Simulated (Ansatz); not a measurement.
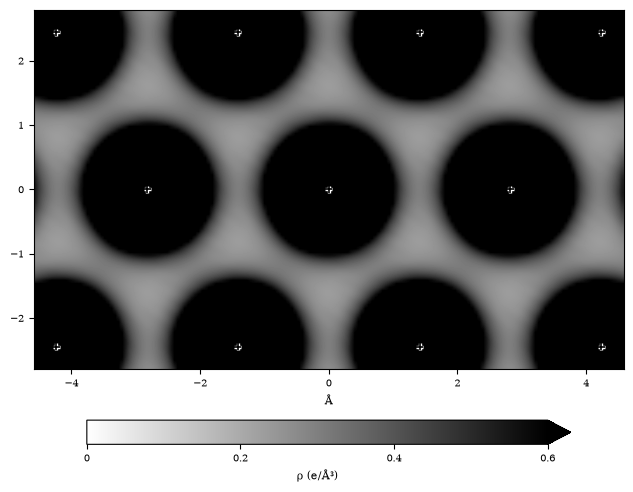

The valence pseudo-density on a plane through atoms (crosses mark nuclei in the plane).

These are results of DFT PBEsol, scalar-relativistic, plane waves, PAW (Ansatz), not measurements.

Candidates:
A. NbP, a = 3.32 Å, b = 3.32 Å, c = 11.29 Å, α = 90.00°, β = 90.00°, γ = 90.00°. Space group I4₁md; a structure from a database of computed crystals, not necessarily the ambient phase.
B. Rh, a = 2.82 Å, b = 2.82 Å, c = 7.83 Å, α = 90.00°, β = 90.00°, γ = 120.00°. Space group P6₃/mmc; a structure from a database of computed crystals, not necessarily the ambient phase; computed pressure about 9 GPa in this cell; computed without spin polarisation.

> Which candidate gave the map?

Candidate B: Rh on the (001) plane of the conventional cell, which holds Rh. Rh–Rh (2.82 Å): ρ at the midpoint is about 0.3 e/Å³.
